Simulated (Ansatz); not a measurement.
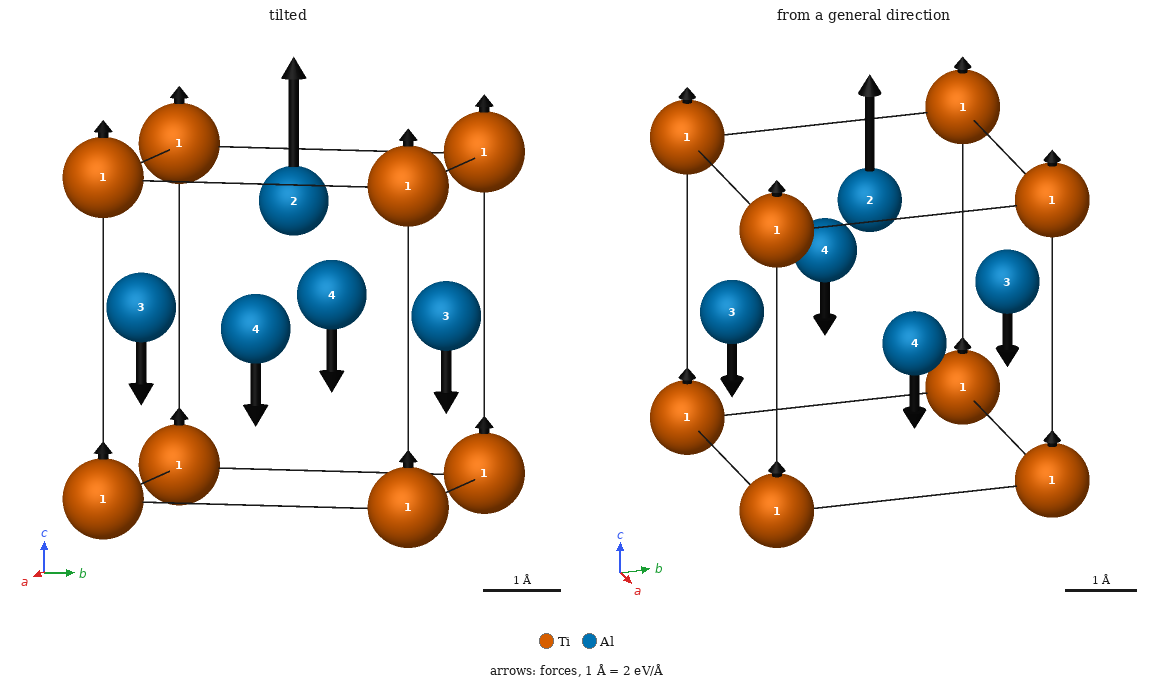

Spheres-only drawing of the structure, looking slightly off an axis and from a general direction. The outline marks the simulation cell. The arrows are the computed forces on the atoms.

System: TiAl3. Method used: Ansatz, DFT PBE, scalar-relativistic, plane waves, PAW. It ran with cutoff 420 eV, a 10×10×10 mesh of k-points, Gaussian smearing of 0.1 eV, no spin polarisation.

Do the forces show a relaxed structure?

Answer. No. The atoms still feel forces of up to about 2.9 eV/Å, far above a usual threshold of 0.01 to 0.03 eV/Å.

Where does the largest force act?

Answer. Al2, about 2.9 eV/Å.

Starting structure: a structure listed in the Materials Project. The cell was then strained or its atoms displaced on purpose. It was run through Ansatz as a DFT input.
